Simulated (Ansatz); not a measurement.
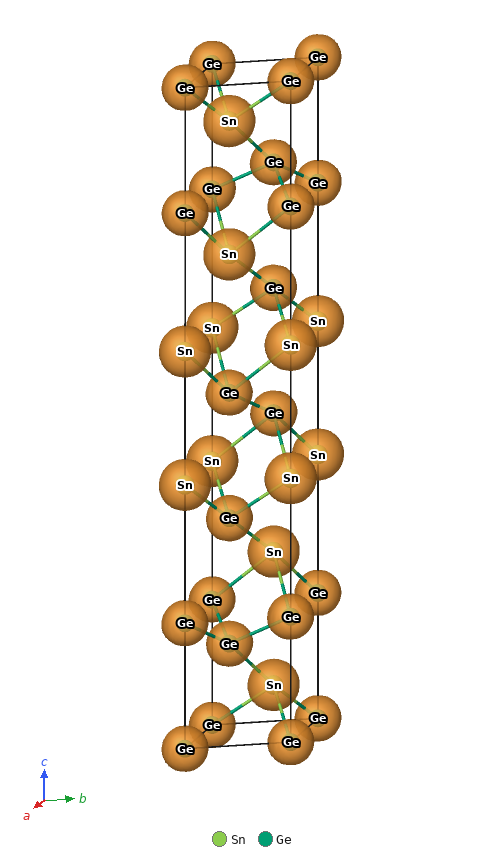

Figure. Sn₂Ge₃. Isosurface of the valence pseudo-density at 0.6 e/Å³ (orange), seen slightly off an axis. Sticks mark near contacts.

Space group R-3m; a structure from a database of computed crystals, not necessarily the ambient phase; a generated structure, not necessarily the stable one.

The calculation used Ansatz 0.2.0, DFT PBE, scalar-relativistic, plane waves, PAW.

In a PAW calculation such maps are meaningful between the atoms, not at the nuclei.

> What does this surface tell about the bonding?

At this value the density breaks into separate islands; it holds about 75 % of the electrons treated as valence (semicore included). It bridges none of the near contacts. It is pinched off along the shortest Ge–Ge (2.61 Å), Sn–Ge (2.86 Å) and Sn–Ge (3.05 Å) contacts. On the grid the lowest density along these lines, outside the cores, is 0.37 e/Å³ (Ge–Ge, 2.61 Å), 0.28 e/Å³ (Sn–Ge, 2.86 Å) and 0.2 e/Å³ (Sn–Ge, 3.05 Å).

> Which way does charge flow, and how much by Bader's partition?

Electrons move from Sn towards Ge. Bader charges: Sn +0.37 and Ge −0.43 to −0.15 e.

> Does the calculation make it a metal, or give it a gap?

It is gapless in this calculation (a metal or semimetal).
